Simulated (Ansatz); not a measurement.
Si$_{48}$O (cell charge +1, with a compensating background) (cell with a defect), 49 atoms, a = 9.99 Å, b = 9.99 Å, c = 9.99 Å, α = 83.76°, β = 83.76°, γ = 83.76°.

Spin-polarised.

Theory: DFT PBE, scalar-relativistic, plane waves, PAW in Ansatz.

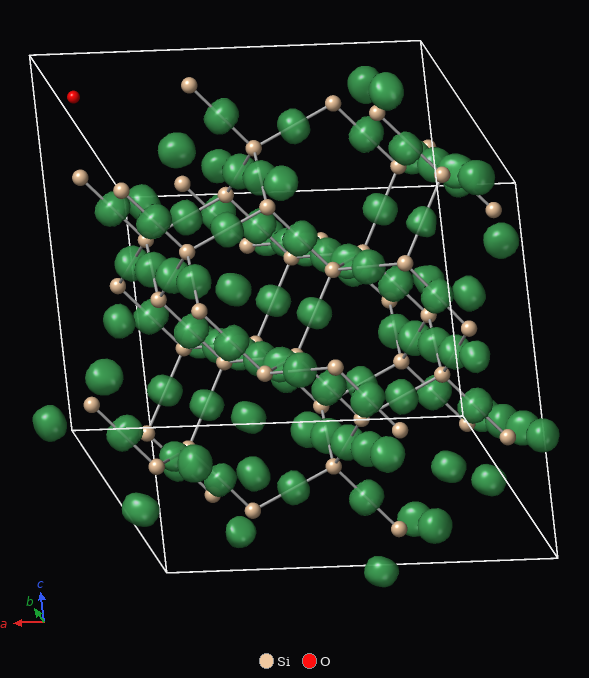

Si$_{48}$O (cell charge +1, with a compensating background) (cell with a defect). Isosurface of the ELF at 0.9 (green), seen at an oblique angle. Only the valence region is drawn (cores and ρ < 0.01 e/Å³ removed). Sticks mark near contacts.

In a PAW calculation such maps are meaningful between the atoms, not at the nuclei.

Identify the bonds, lone pairs and shells in this picture.

The ELF exceeds this value in 96 regions between bonded Si–Si atoms, counted in one cell of 49 atoms. Any copies at cell faces, edges or corners count once.

Values along the shortest contacts:
Si–Si (2.35 Å): the ELF peaks at about 0.95 between the atoms. Si–O (2.40 Å): the ELF is about 0.30 at the midpoint (no shared electron pair shows on this line).

How are the moments arranged in this solution?

With much of the spin spread outside that site; site moments O: +0.3 μB in one cell of 49 atoms.
